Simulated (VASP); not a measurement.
**TiSi2: geometry relaxation (part 3 of 4)**

TiSi2 (6 atoms in the cell); Kohn-Sham DFT of a periodic cell, PBEsol, DFT+U, VASP PAW PBE potentials, recommended, no spin polarisation (VASP 6.6.1); cutoff 600 eV, 5×5×5 k-mesh, fermi-dirac of 0.05 eV. The structure derives from a Materials Project entry. It belongs to a series of runs on one base structure; here: U = 3.

Geometry of the input (Å; fractional positions):
```
0.0000  4.1175  4.2629
2.3895  0.0000  4.2629
2.3895  4.1175  0.0000
Ti 0.7500  0.7500  0.7500
Ti 0.5000  0.5000  0.5000
Si 0.4126  0.0874  0.4126
Si 0.0874  0.4126  0.0874
Si 0.1626  0.8374  0.1626
Si 0.8374  0.1626  0.8374
```

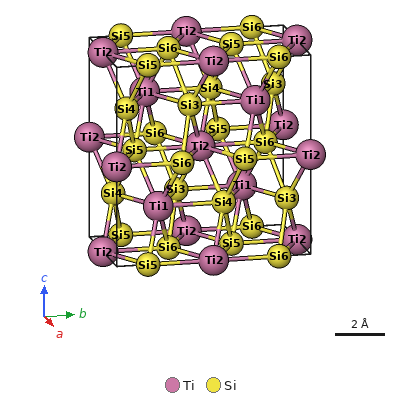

Fig. 1: The input geometry (ball-and-stick view of the cell 4 times as large as that of the calculation, set on its symmetry axes, seen slightly off an axis; atoms are numbered from 1 in the order of the input).

## Parts of OUTCAR, continued
```
  FORCE on cell =-STRESS in cart. coord.  units (eV):
  Direction    XX          YY          ZZ          XY          YZ          ZX
  --------------------------------------------------------------------------------------
  -------------------------------------------------------------------------------------
  Total       -0.0967073      0.0048222     -0.0796705      0.0000000      0.0000000      0.0000000
  in kB       -1.8252054      0.0910125     -1.5036616      0.0000000      0.0000000      0.0000000
  external PRESSURE =      -1.0792848 kB  Pullay stress =       0.0000000 kB

 VOLUME and BASIS-vectors are now :
 -----------------------------------------------------------------------------
  energy-cutoff  :      600.00
  volume of cell :       84.89
      direct lattice vectors                 reciprocal lattice vectors
     0.000000000  4.121797512  4.301173546    -0.208840921  0.121306299  0.116247344
     2.394166806  0.000000000  4.301173546     0.208840921 -0.121306299  0.116247344
     2.394166806  4.121797512  0.000000000     0.208840921  0.121306299 -0.116247344

 POSITION                                       TOTAL-FORCE (eV/Angst)
 -----------------------------------------------------------------------------------
      3.59125      6.18270      6.45176        -0.000000      0.000000     -0.000000
      2.39417      4.12180      4.30117         0.000000      0.000000      0.000000
      1.19708      3.39296      2.15059         0.000000     -0.079180      0.000000
      1.19708      0.72883      2.15059         0.000000      0.079180      0.000000
      2.39417      1.33207      4.30117        -0.000000     -0.079180     -0.000000
      2.39417      6.91153      4.30117        -0.000000      0.079180     -0.000000
 -----------------------------------------------------------------------------------
    total drift:                               -0.000000     -0.000000      0.000000

  FREE ENERGIE OF THE ION-ELECTRON SYSTEM (eV)
  ---------------------------------------------------
  free  energy   TOTEN  =       -38.8018085905 eV

  energy  without entropy=      -38.7808800301  energy(sigma->0) =      -38.79134431

--------------------------------------- Ionic step        5  -------------------------------------------

 number of electron      39.9999999 magnetization

------------------------ aborting loop because EDIFF is reached ----------------------------------------

  FORCE on cell =-STRESS in cart. coord.  units (eV):
  Direction    XX          YY          ZZ          XY          YZ          ZX
  --------------------------------------------------------------------------------------
  -------------------------------------------------------------------------------------
  Total        0.2997900      0.2832318     -0.2270030      0.0000000      0.0000000      0.0000000
  in kB        5.6711357      5.3579048     -4.2942221      0.0000000      0.0000000      0.0000000
  external PRESSURE =       2.2449395 kB  Pullay stress =       0.0000000 kB

 VOLUME and BASIS-vectors are now :
 -----------------------------------------------------------------------------
  energy-cutoff  :      600.00
  volume of cell :       84.69
      direct lattice vectors                 reciprocal lattice vectors
     0.000000000  4.116703971  4.309342906    -0.209460935  0.121456389  0.116026970
     2.387079960  0.000000000  4.309342906     0.209460935 -0.121456389  0.116026970
     2.387079960  4.116703971  0.000000000     0.209460935  0.121456389 -0.116026970

 POSITION                                       TOTAL-FORCE (eV/Angst)
 -----------------------------------------------------------------------------------
      3.58062      6.17506      6.46401         0.000000     -0.000000      0.000000
      2.38708      4.11670      4.30934        -0.000000     -0.000000      0.000000
      1.19354      3.37859      2.15467         0.000000     -0.017807      0.000000
      1.19354      0.73811      2.15467         0.000000      0.017807      0.000000
      2.38708      1.32024      4.30934        -0.000000     -0.017807      0.000000
      2.38708      6.91317      4.30934        -0.000000      0.017807      0.000000
 -----------------------------------------------------------------------------------
    total drift:                               -0.000000     -0.000000     -0.000000

  FREE ENERGIE OF THE ION-ELECTRON SYSTEM (eV)
  ---------------------------------------------------
  free  energy   TOTEN  =       -38.8030635537 eV

  energy  without entropy=      -38.7836509871  energy(sigma->0) =      -38.79335727

--------------------------------------- Ionic step        6  -------------------------------------------

 number of electron      39.9999999 magnetization

------------------------ aborting loop because EDIFF is reached ----------------------------------------

  FORCE on cell =-STRESS in cart. coord.  units (eV):
  Direction    XX          YY          ZZ          XY          YZ          ZX
  --------------------------------------------------------------------------------------
  -------------------------------------------------------------------------------------
  Total        0.2119557      0.2268949     -0.1790050      0.0000000      0.0000000      0.0000000
  in kB        4.0075448      4.2900060     -3.3845310      0.0000000      0.0000000      0.0000000
  external PRESSURE =       1.6376733 kB  Pullay stress =       0.0000000 kB

 VOLUME and BASIS-vectors are now :
 -----------------------------------------------------------------------------
  energy-cutoff  :      600.00
  volume of cell :       84.74
      direct lattice vectors                 reciprocal lattice vectors
     0.000000000  4.117820003  4.307552939    -0.209324770  0.121423472  0.116075184
     2.388632740  0.000000000  4.307552939     0.209324770 -0.121423472  0.116075184
     2.388632740  4.117820003  0.000000000     0.209324770  0.121423472 -0.116075184

 POSITION                                       TOTAL-FORCE (eV/Angst)
 -----------------------------------------------------------------------------------
      3.58295      6.17673      6.46133        -0.000000     -0.000000      0.000000
      2.38863      4.11782      4.30755        -0.000000      0.000000     -0.000000
      1.19432      3.38174      2.15378        -0.000000     -0.032222      0.000000
      1.19432      0.73608      2.15378        -0.000000      0.032222      0.000000
      2.38863      1.32283      4.30755         0.000000     -0.032222      0.000000
      2.38863      6.91281      4.30755         0.000000      0.032222      0.000000
 -----------------------------------------------------------------------------------
    total drift:                               -0.000000     -0.000000      0.000000

  FREE ENERGIE OF THE ION-ELECTRON SYSTEM (eV)
  ---------------------------------------------------
  free  energy   TOTEN  =       -38.8031630283 eV

  energy  without entropy=      -38.7833904602  energy(sigma->0) =      -38.79327674

atom =   1  type =  1  l = 2

 onsite density matrix

spin component  1

  0.1938  0.0000  0.0000 -0.0000  0.0000
  0.0000  0.2013  0.0000 -0.0000  0.0000
  0.0000  0.0000  0.1837 -0.0000 -0.0156
 -0.0000 -0.0000 -0.0000  0.2264 -0.0000
  0.0000  0.0000 -0.0156 -0.0000  0.1782

spin component  2

  0.1938  0.0000  0.0000 -0.0000  0.0000
  0.0000  0.2013  0.0000 -0.0000  0.0000
  0.0000  0.0000  0.1837 -0.0000 -0.0156
 -0.0000 -0.0000 -0.0000  0.2264 -0.0000
  0.0000  0.0000 -0.0156 -0.0000  0.1782

 occupancies and eigenvectors

  o =  0.1651  v =  0.0000  0.0000  0.6423 -0.0000  0.7664  0.0000  0.0000  0.0000  0.0000  0.0000      0.0000  0.0000  0.0000  0.0000  0.0000  0.0000  0.0000  0.0000  0.0000  0.0000
  o =  0.1651  v =  0.0000  0.0000  0.0000  0.0000  0.0000  0.0000  0.0000  0.6423 -0.0000  0.7664      0.0000  0.0000  0.0000  0.0000  0.0000  0.0000  0.0000  0.0000  0.0000  0.0000
  o =  0.1938  v =  1.0000  0.0000  0.0000  0.0000  0.0000  0.0000  0.0000  0.0000  0.0000  0.0000      0.0000  0.0000  0.0000  0.0000  0.0000  0.0000  0.0000  0.0000  0.0000  0.0000
  o =  0.1938  v =  0.0000  0.0000  0.0000  0.0000  0.0000  1.0000  0.0000  0.0000  0.0000  0.0000      0.0000  0.0000  0.0000  0.0000  0.0000  0.0000  0.0000  0.0000  0.0000  0.0000
  o =  0.1967  v =  0.0000  0.0000 -0.7664  0.0000  0.6423  0.0000  0.0000  0.0000  0.0000  0.0000      0.0000  0.0000  0.0000  0.0000  0.0000  0.0000  0.0000  0.0000  0.0000  0.0000
  o =  0.1967  v =  0.0000  0.0000  0.0000  0.0000  0.0000  0.0000  0.0000 -0.7664  0.0000  0.6423      0.0000  0.0000  0.0000  0.0000  0.0000  0.0000  0.0000  0.0000  0.0000  0.0000
  o =  0.2013  v =  0.0000  0.0000  0.0000  0.0000  0.0000  0.0000  1.0000  0.0000 -0.0000 -0.0000      0.0000  0.0000  0.0000  0.0000  0.0000  0.0000  0.0000  0.0000  0.0000  0.0000
  o =  0.2013  v =  0.0000  1.0000  0.0000 -0.0000 -0.0000  0.0000  0.0000  0.0000  0.0000  0.0000      0.0000  0.0000  0.0000  0.0000  0.0000  0.0000  0.0000  0.0000  0.0000  0.0000
  o =  0.2264  v =  0.0000 -0.0000 -0.0000 -1.0000  0.0000  0.0000  0.0000  0.0000  0.0000  0.0000      0.0000  0.0000  0.0000  0.0000  0.0000  0.0000  0.0000  0.0000  0.0000  0.0000
  o =  0.2264  v =  0.0000  0.0000  0.0000  0.0000  0.0000  0.0000 -0.0000 -0.0000 -1.0000  0.0000      0.0000  0.0000  0.0000  0.0000  0.0000  0.0000  0.0000  0.0000  0.0000  0.0000

atom =   2  type =  1  l = 2

 onsite density matrix

spin component  1

  0.1938  0.0000  0.0000 -0.0000  0.0000
  0.0000  0.2013  0.0000 -0.0000  0.0000
  0.0000  0.0000  0.1837 -0.0000 -0.0156
 -0.0000 -0.0000 -0.0000  0.2264 -0.0000
  0.0000  0.0000 -0.0156 -0.0000  0.1782

spin component  2

  0.1938  0.0000  0.0000 -0.0000  0.0000
  0.0000  0.2013  0.0000 -0.0000  0.0000
  0.0000  0.0000  0.1837 -0.0000 -0.0156
 -0.0000 -0.0000 -0.0000  0.2264 -0.0000
  0.0000  0.0000 -0.0156 -0.0000  0.1782

 occupancies and eigenvectors

  o =  0.1651  v =  0.0000 -0.0000  0.6423 -0.0000  0.7664  0.0000  0.0000  0.0000  0.0000  0.0000      0.0000  0.0000  0.0000  0.0000  0.0000  0.0000  0.0000  0.0000  0.0000  0.0000
  o =  0.1651  v =  0.0000  0.0000  0.0000  0.0000  0.0000  0.0000 -0.0000  0.6423 -0.0000  0.7664      0.0000  0.0000  0.0000  0.0000  0.0000  0.0000  0.0000  0.0000  0.0000  0.0000
  o =  0.1938  v =  1.0000  0.0000  0.0000  0.0000  0.0000  0.0000  0.0000  0.0000  0.0000  0.0000      0.0000  0.0000  0.0000  0.0000  0.0000  0.0000  0.0000  0.0000  0.0000  0.0000
  o =  0.1938  v =  0.0000  0.0000  0.0000  0.0000  0.0000  1.0000  0.0000  0.0000  0.0000  0.0000      0.0000  0.0000  0.0000  0.0000  0.0000  0.0000  0.0000  0.0000  0.0000  0.0000
  o =  0.1967  v =  0.0000  0.0000 -0.7664  0.0000  0.6423  0.0000  0.0000  0.0000  0.0000  0.0000      0.0000  0.0000  0.0000  0.0000  0.0000  0.0000  0.0000  0.0000  0.0000  0.0000
  o =  0.1967  v =  0.0000  0.0000  0.0000  0.0000  0.0000  0.0000  0.0000 -0.7664  0.0000  0.6423      0.0000  0.0000  0.0000  0.0000  0.0000  0.0000  0.0000  0.0000  0.0000  0.0000
  o =  0.2013  v =  0.0000  0.0000  0.0000  0.0000  0.0000  0.0000  1.0000  0.0000  0.0000 -0.0000      0.0000  0.0000  0.0000  0.0000  0.0000  0.0000  0.0000  0.0000  0.0000  0.0000
  o =  0.2013  v =  0.0000  1.0000  0.0000  0.0000 -0.0000  0.0000  0.0000  0.0000  0.0000  0.0000      0.0000  0.0000  0.0000  0.0000  0.0000  0.0000  0.0000  0.0000  0.0000  0.0000
  o =  0.2264  v =  0.0000  0.0000 -0.0000 -1.0000  0.0000  0.0000  0.0000  0.0000  0.0000  0.0000      0.0000  0.0000  0.0000  0.0000  0.0000  0.0000  0.0000  0.0000  0.0000  0.0000
  o =  0.2264  v =  0.0000  0.0000  0.0000  0.0000  0.0000  0.0000  0.0000 -0.0000 -1.0000  0.0000      0.0000  0.0000  0.0000  0.0000  0.0000  0.0000  0.0000  0.0000  0.0000  0.0000

--------------------------------------- Ionic step        7  -------------------------------------------

 number of electron      39.9999999 magnetization

 Free energy of the ion-electron system (eV)
  ---------------------------------------------------
  ext. energy  EPLUGINS =         0.00000000
  ---------------------------------------------------
  free energy    TOTEN  =       -38.80388572 eV

  energy without entropy =      -38.78431510  energy(sigma->0) =      -38.79410041

 E-fermi :  10.1014     XC(G=0): -11.7793     alpha+bet :-17.9185

 val. band max:       10.0798652381   @ k =  -0.2000   0.4000   0.4000
 cond. band min:      10.1347209335   @ k =   0.0000   0.2000   0.2000
 fundamental gap:      0.0548556954
 Fermi energy:        10.1013712769

 k-point     1 :       0.0000    0.0000    0.0000
  band No.  band energies     occupation
      1     -46.7558      2.00000
      2     -46.7295      2.00000
      3     -23.2062      2.00000
      4     -23.1910      2.00000
      5     -23.1026      2.00000
      6     -23.0992      2.00000
      7     -23.0854      2.00000
      8     -23.0733      2.00000
      9      -2.4904      2.00000
     10       3.4444      2.00000
     11       4.4001      2.00000
     12       4.6958      2.00000
     13       4.9981      2.00000
     14       6.3942      2.00000
     15       6.4242      2.00000
     16       7.5206      2.00000
     17       7.7984      2.00000
     18       7.9603      2.00000
     19       8.2579      2.00000
     20       8.7470      2.00000
     21       9.2428      2.00000
     22      12.3850      0.00000
     23      13.2907      0.00000
     24      13.3957      0.00000

 k-point     2 :       0.2000   -0.0000   -0.0000
  band No.  band energies     occupation
      1     -46.7539      2.00000
      2     -46.7313      2.00000
      3     -23.2056      2.00000
      4     -23.1881      2.00000
      5     -23.1188      2.00000
      6     -23.0914      2.00000
      7     -23.0859      2.00000
      8     -23.0725      2.00000
      9      -2.0780      2.00000
     10       2.8914      2.00000
     11       3.1125      2.00000
     12       4.5723      2.00000
     13       5.3509      2.00000
     14       6.1194      2.00000
     15       7.0553      2.00000
     16       7.1158      2.00000
     17       8.1733      2.00000
     18       8.2892      2.00000
     19       8.9972      2.00000
     20       9.0183      2.00000
     21       9.4265      2.00000
     22      11.9538      0.00000
     23      12.9214      0.00000
     24      13.0220      0.00000

 k-point     3 :       0.4000    0.0000    0.0000
  band No.  band energies     occupation
      1     -46.7499      2.00000
      2     -46.7352      2.00000
      3     -23.2087      2.00000
      4     -23.1750      2.00000
      5     -23.1436      2.00000
      6     -23.0865      2.00000
      7     -23.0828      2.00000
      8     -23.0733      2.00000
      9      -0.9725      2.00000
     10       1.1668      2.00000
     11       2.4997      2.00000
     12       4.2835      2.00000
     13       5.0533      2.00000
     14       5.5742      2.00000
     15       7.1751      2.00000
     16       7.9167      2.00000
     17       8.0866      2.00000
     18       9.0880      2.00000
     19       9.8374      1.98986
     20      10.1556      0.50512
     21      10.7692      0.00000
     22      11.3508      0.00000
     23      12.0588      0.00000
     24      12.5520      0.00000

 k-point     4 :       0.2000    0.2000    0.0000
  band No.  band energies     occupation
      1     -46.7533      2.00000
      2     -46.7320      2.00000
      3     -23.2008      2.00000
      4     -23.1811      2.00000
      5     -23.1295      2.00000
      6     -23.0858      2.00000
      7     -23.0824      2.00000
      8     -23.0810      2.00000
      9      -2.1707      2.00000
     10       1.9468      2.00000
     11       4.5248      2.00000
     12       4.8736      2.00000
     13       5.8179      2.00000
     14       6.0705      2.00000
     15       6.8416      2.00000
     16       7.0511      2.00000
     17       8.2976      2.00000
     18       8.3326      2.00000
     19       8.3447      2.00000
     20       8.8567      2.00000
     21       9.0839      2.00000
     22      11.8041      0.00000
     23      13.3913      0.00000
     24      13.4000      0.00000

 k-point     5 :       0.4000    0.2000   -0.0000
  band No.  band energies     occupation
      1     -46.7496      2.00000
      2     -46.7355      2.00000
      3     -23.2006      2.00000
      4     -23.1644      2.00000
      5     -23.1511      2.00000
      6     -23.0963      2.00000
      7     -23.0790      2.00000
      8     -23.0748      2.00000
      9      -1.4669      2.00000
     10       1.1830      2.00000
     11       3.0623      2.00000
     12       4.6249      2.00000
     13       5.2650      2.00000
     14       7.1621      2.00000
     15       7.2523      2.00000
     16       7.5270      2.00000
     17       8.0360      2.00000
     18       8.5140      2.00000
     19       9.0040      2.00000
     20       9.3083      2.00000
     21       9.6976      1.99938
     22      11.5427      0.00000
     23      12.3964      0.00000
     24      12.8535      0.00000

 [... the levels of 18 k-points are left out ...]

 k-point    24 :      -0.4000    0.2000    0.4000
  band No.  band energies     occupation
      1     -46.7458      2.00000
      2     -46.7393      2.00000
      3     -23.2046      2.00000
      4     -23.1831      2.00000
      5     -23.1350      2.00000
      6     -23.1084      2.00000
      7     -23.0706      2.00000
      8     -23.0668      2.00000
      9      -0.8723      2.00000
     10       0.6149      2.00000
     11       2.8729      2.00000
     12       3.7378      2.00000
     13       6.3013      2.00000
     14       6.6713      2.00000
     15       6.7117      2.00000
     16       6.8732      2.00000
     17       8.6523      2.00000
     18       8.9000      2.00000
     19       9.1813      2.00000
     20       9.5687      1.99995
     21      10.6799      0.00002
     22      11.4284      0.00000
     23      12.6104      0.00000
     24      12.9069      0.00000

 [... further k-points ...]

------------------------ aborting loop because EDIFF is reached ----------------------------------------

  FORCE on cell =-STRESS in cart. coord.  units (eV):
  Direction    XX          YY          ZZ          XY          YZ          ZX
  --------------------------------------------------------------------------------------
  -------------------------------------------------------------------------------------
  Total        0.0078621     -0.0404019      0.0042239      0.0000000      0.0000000      0.0000000
  in kB        0.1483754     -0.7624747      0.0797154      0.0000000      0.0000000      0.0000000
  external PRESSURE =      -0.1781280 kB  Pullay stress =       0.0000000 kB

 VOLUME and BASIS-vectors are now :
 -----------------------------------------------------------------------------
  energy-cutoff  :      600.00
  volume of cell :       84.90
      direct lattice vectors                 reciprocal lattice vectors
     0.000000000  4.125396112  4.302394273    -0.209068662  0.121200483  0.116214361
     2.391558809  0.000000000  4.302394273     0.209068662 -0.121200483  0.116214361
     2.391558809  4.125396112  0.000000000     0.209068662  0.121200483 -0.116214361

 POSITION                                       TOTAL-FORCE (eV/Angst)
 -----------------------------------------------------------------------------------
      3.58734      6.18809      6.45359         0.000000     -0.000000     -0.000000
      2.39156      4.12540      4.30239        -0.000000     -0.000000      0.000000
      1.19578      3.38331      2.15120        -0.000000     -0.001194      0.000000
      1.19578      0.74209      2.15120        -0.000000      0.001194      0.000000
      2.39156      1.32061      4.30239         0.000000     -0.001194     -0.000000
      2.39156      6.93018      4.30239         0.000000      0.001194     -0.000000
 -----------------------------------------------------------------------------------
    total drift:                               -0.000000     -0.000000     -0.000000

  FREE ENERGIE OF THE ION-ELECTRON SYSTEM (eV)
  ---------------------------------------------------
  free  energy   TOTEN  =       -38.8038857170 eV

  energy  without entropy=      -38.7843151008  energy(sigma->0) =      -38.79410041

 reached required accuracy - stopping structural energy minimisation
```
